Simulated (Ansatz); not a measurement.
## KI: band-structure calculation (part 2 of 2)

KI (2 atoms in the cell); DFT, PBE with spin-orbit coupling, plane waves, PAW (Ansatz 0.2.0); cutoff 420 eV, 6×6×6 k-mesh, fixed occupations. The structure derives from an entry of the Crystallography Open Database. The geometry comes from this level: r2SCAN.

Geometry of the input (Å; fractional positions):
```
0.0000  3.5446  3.5446
3.5446  0.0000  3.5446
3.5446  3.5446  0.0000
K  0.0000  0.0000  0.0000
I  0.5000  0.5000  0.5000
```

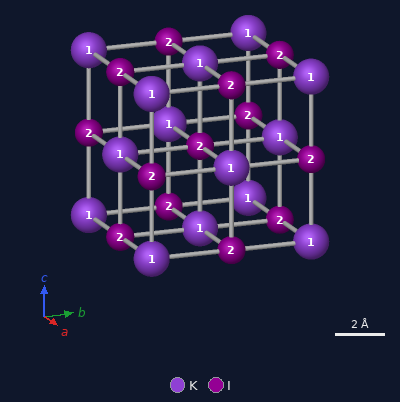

The structure as given in the input (ball-and-stick view of the cell 4 times as large as that of the calculation, set on its symmetry axes, seen slightly off an axis; atoms are numbered from 1 in the order of the input).

Output, continued:
```
--- Forces (eV/Å), atoms counted from 1 ---
  atom   1  K     -0.00000000     0.00000000     0.00000000
  atom   2  I      0.00000000    -0.00000000    -0.00000000
  max |Σ_I F_I| component: 1.43e-28 eV/Å
--- Stress (GPa, compression-positive) ---
        0.467923      -0.000000       0.000000
       -0.000000       0.467923      -0.000000
       -0.000000      -0.000000       0.467923
  P = ⅓ Tr σ = 0.4679 GPa (4.679 kbar)
--- Band table (eV; the first three rows and the last of 16) ---
  k-point 0: bands = ["-41.5107", "-41.5107", "-41.5107", "-41.5107", "-39.7996", "-39.7996", "-39.7996", "-39.7996", "-39.7979", "-39.7979", "-26.3236", "-26.3236", "-9.9894", "-9.9894", "-9.7233", "-9.7233", "-9.7233", "-9.7233", "-8.2786", "-8.2786", "1.4863", "1.4863", "2.5074", "2.5074", "2.5074", "2.5074", "6.1312", "6.1312", "8.6922", "8.6922", "8.6922", "8.6922", "8.7080", "8.7080"]
  k-point 1: bands = ["-41.5107", "-41.5107", "-41.5107", "-41.5107", "-39.7996", "-39.7996", "-39.7996", "-39.7996", "-39.7978", "-39.7978", "-26.3231", "-26.3231", "-10.0019", "-10.0019", "-9.7494", "-9.7494", "-9.7239", "-9.7239", "-8.2097", "-8.2097", "1.3057", "1.3057", "2.1943", "2.1943", "2.4111", "2.4111", "6.7502", "6.7502", "8.6116", "8.6116", "8.9805", "8.9805", "8.9904", "8.9904"]
  k-point 2: bands = ["-41.5107", "-41.5107", "-41.5107", "-41.5107", "-39.7996", "-39.7996", "-39.7995", "-39.7995", "-39.7978", "-39.7978", "-26.3222", "-26.3222", "-10.0314", "-10.0314", "-9.7894", "-9.7894", "-9.7251", "-9.7251", "-8.0777", "-8.0777", "0.9011", "0.9011", "1.8219", "1.8219", "2.2340", "2.2340", "7.5236", "7.5236", "9.1766", "9.1766", "9.6763", "9.6763", "9.6893", "9.6893"]
  k-point 15: bands = ["-41.5107", "-41.5107", "-41.5107", "-41.5107", "-39.7996", "-39.7996", "-39.7995", "-39.7995", "-39.7978", "-39.7978", "-26.3210", "-26.3210", "-10.0201", "-10.0201", "-9.7637", "-9.7637", "-9.7530", "-9.7530", "-8.0979", "-8.0979", "0.9260", "0.9260", "1.7119", "1.7119", "1.9188", "1.9188", "7.8618", "7.8618", "8.5588", "8.5588", "9.5762", "9.5762", "10.4717", "10.4717"]
```

File rho_z.tsv:
```
# z_ang	rho[e/angstrom^3]	m_x[e/angstrom^3]	m_y[e/angstrom^3]	m_z[e/angstrom^3]	m_norm[e/angstrom^3]
# format = ansatz-planar-average/11
# lattice	0.000000000	3.544566159	3.544566159
# lattice	3.544566159	0.000000000	3.544566159
# lattice	3.544566159	3.544566159	0.000000000
# sites	2
# site	19	0.000000000	0.000000000	0.000000000
# site	53	3.544566159	3.544566159	3.544566159
0.000000	3.332482e-1	0.000000e0	0.000000e0	0.000000e0	0.000000e0
0.139244	3.261288e-1	0.000000e0	0.000000e0	0.000000e0	0.000000e0
0.278487	3.046089e-1	0.000000e0	0.000000e0	0.000000e0	0.000000e0
0.417731	2.693884e-1	0.000000e0	0.000000e0	0.000000e0	0.000000e0
0.556975	2.250488e-1	0.000000e0	0.000000e0	0.000000e0	0.000000e0
0.696219	1.800306e-1	0.000000e0	0.000000e0	0.000000e0	0.000000e0
0.835462	1.426980e-1	0.000000e0	0.000000e0	0.000000e0	0.000000e0
0.974706	1.185957e-1	0.000000e0	0.000000e0	0.000000e0	0.000000e0
1.113950	1.090423e-1	0.000000e0	0.000000e0	0.000000e0	0.000000e0
1.253193	1.125118e-1	0.000000e0	0.000000e0	0.000000e0	0.000000e0
1.392437	1.266873e-1	0.000000e0	0.000000e0	0.000000e0	0.000000e0
1.531681	1.486853e-1	0.000000e0	0.000000e0	0.000000e0	0.000000e0
1.670925	1.832840e-1	0.000000e0	0.000000e0	0.000000e0	0.000000e0
1.810168	2.485853e-1	0.000000e0	0.000000e0	0.000000e0	0.000000e0
1.949412	3.572965e-1	0.000000e0	0.000000e0	0.000000e0	0.000000e0
2.088656	4.959254e-1	0.000000e0	0.000000e0	0.000000e0	0.000000e0
2.227899	6.308275e-1	0.000000e0	0.000000e0	0.000000e0	0.000000e0
2.367143	7.273698e-1	0.000000e0	0.000000e0	0.000000e0	0.000000e0
2.506387	7.622073e-1	0.000000e0	0.000000e0	0.000000e0	0.000000e0
2.645630	7.273698e-1	0.000000e0	0.000000e0	0.000000e0	0.000000e0
2.784874	6.308275e-1	0.000000e0	0.000000e0	0.000000e0	0.000000e0
2.924118	4.959254e-1	0.000000e0	0.000000e0	0.000000e0	0.000000e0
3.063362	3.572965e-1	0.000000e0	0.000000e0	0.000000e0	0.000000e0
3.202605	2.485853e-1	0.000000e0	0.000000e0	0.000000e0	0.000000e0
3.341849	1.832840e-1	0.000000e0	0.000000e0	0.000000e0	0.000000e0
3.481093	1.486853e-1	0.000000e0	0.000000e0	0.000000e0	0.000000e0
3.620336	1.266873e-1	0.000000e0	0.000000e0	0.000000e0	0.000000e0
3.759580	1.125118e-1	0.000000e0	0.000000e0	0.000000e0	0.000000e0
3.898824	1.090423e-1	0.000000e0	0.000000e0	0.000000e0	0.000000e0
4.038068	1.185957e-1	0.000000e0	0.000000e0	0.000000e0	0.000000e0
4.177311	1.426980e-1	0.000000e0	0.000000e0	0.000000e0	0.000000e0
4.316555	1.800306e-1	0.000000e0	0.000000e0	0.000000e0	0.000000e0
4.455799	2.250488e-1	0.000000e0	0.000000e0	0.000000e0	0.000000e0
4.595042	2.693884e-1	0.000000e0	0.000000e0	0.000000e0	0.000000e0
4.734286	3.046089e-1	0.000000e0	0.000000e0	0.000000e0	0.000000e0
4.873530	3.261288e-1	0.000000e0	0.000000e0	0.000000e0	0.000000e0
```

File v_z.tsv:
```
# z_ang	v_es[eV]	v_tot[eV]	b_x[eV]	b_y[eV]	b_z[eV]
# format = ansatz-planar-average/11
# xc	pbe
# density_cutoff_ev	1680
# datasets	K=:simpson_from_first_knot:soft	I=:simpson_from_first_knot:soft
# lattice	0.000000000	3.544566159	3.544566159
# lattice	3.544566159	0.000000000	3.544566159
# lattice	3.544566159	3.544566159	0.000000000
# sites	2
# site	19	0.000000000	0.000000000	0.000000000
# site	53	3.544566159	3.544566159	3.544566159
0.000000	1.669038e0	-5.483347e0	0.000000e0	0.000000e0	0.000000e0
0.139244	1.769152e0	-5.360274e0	0.000000e0	0.000000e0	0.000000e0
0.278487	2.064729e0	-4.999342e0	0.000000e0	0.000000e0	0.000000e0
0.417731	2.538612e0	-4.427005e0	0.000000e0	0.000000e0	0.000000e0
0.556975	3.152854e0	-3.698287e0	0.000000e0	0.000000e0	0.000000e0
0.696219	3.838343e0	-2.906783e0	0.000000e0	0.000000e0	0.000000e0
0.835462	4.491975e0	-2.171955e0	0.000000e0	0.000000e0	0.000000e0
0.974706	4.995032e0	-1.618078e0	0.000000e0	0.000000e0	0.000000e0
1.113950	5.235509e0	-1.375174e0	0.000000e0	0.000000e0	0.000000e0
1.253193	5.152866e0	-1.528408e0	0.000000e0	0.000000e0	0.000000e0
1.392437	4.817521e0	-2.006308e0	0.000000e0	0.000000e0	0.000000e0
1.531681	4.390556e0	-2.629438e0	0.000000e0	0.000000e0	0.000000e0
1.670925	4.024739e0	-3.231638e0	0.000000e0	0.000000e0	0.000000e0
1.810168	3.815409e0	-3.696760e0	0.000000e0	0.000000e0	0.000000e0
1.949412	3.787052e0	-3.967523e0	0.000000e0	0.000000e0	0.000000e0
2.088656	3.906579e0	-4.053000e0	0.000000e0	0.000000e0	0.000000e0
2.227899	4.098883e0	-4.018882e0	0.000000e0	0.000000e0	0.000000e0
2.367143	4.269404e0	-3.951841e0	0.000000e0	0.000000e0	0.000000e0
2.506387	4.336923e0	-3.921028e0	0.000000e0	0.000000e0	0.000000e0
2.645630	4.269404e0	-3.951841e0	0.000000e0	0.000000e0	0.000000e0
2.784874	4.098883e0	-4.018882e0	0.000000e0	0.000000e0	0.000000e0
2.924118	3.906579e0	-4.053000e0	0.000000e0	0.000000e0	0.000000e0
3.063362	3.787052e0	-3.967523e0	0.000000e0	0.000000e0	0.000000e0
3.202605	3.815409e0	-3.696760e0	0.000000e0	0.000000e0	0.000000e0
3.341849	4.024739e0	-3.231638e0	0.000000e0	0.000000e0	0.000000e0
3.481093	4.390556e0	-2.629438e0	0.000000e0	0.000000e0	0.000000e0
3.620336	4.817521e0	-2.006308e0	0.000000e0	0.000000e0	0.000000e0
3.759580	5.152866e0	-1.528408e0	0.000000e0	0.000000e0	0.000000e0
3.898824	5.235509e0	-1.375174e0	0.000000e0	0.000000e0	0.000000e0
4.038068	4.995032e0	-1.618078e0	0.000000e0	0.000000e0	0.000000e0
4.177311	4.491975e0	-2.171955e0	0.000000e0	0.000000e0	0.000000e0
4.316555	3.838343e0	-2.906783e0	0.000000e0	0.000000e0	0.000000e0
4.455799	3.152854e0	-3.698287e0	0.000000e0	0.000000e0	0.000000e0
4.595042	2.538612e0	-4.427005e0	0.000000e0	0.000000e0	0.000000e0
4.734286	2.064729e0	-4.999342e0	0.000000e0	0.000000e0	0.000000e0
4.873530	1.769152e0	-5.360274e0	0.000000e0	0.000000e0	0.000000e0
```

Results in brief:

```json
{"quantity": "outcome", "value": "converged"}
{"quantity": "space group (tolerance 0.01 Å)", "value": "Fm-3m (225)"}
{"quantity": "electrons treated", "value": "26"}
{"quantity": "free energy", "value": "−9056.7496 eV"}
{"quantity": "Fermi energy", "value": "2.507 eV"}
{"quantity": "gap on the k-point mesh", "value": "3.62 eV"}
{"quantity": "net moment of the cell", "value": "0.00 μB"}
{"quantity": "integrated absolute moment", "value": "0.00 μB"}
{"quantity": "pressure", "value": "0.47 GPa"}
{"quantity": "largest force (length of the vector)", "value": "under 0.001 eV/Å"}
{"quantity": "hardware", "value": "2 threads of an x86-64 CPU, shared host"}
{"quantity": "wall time", "value": "5.2 s (CPU time 9.7 s)"}
{"quantity": "peak memory", "value": "0.63 GiB"}
```
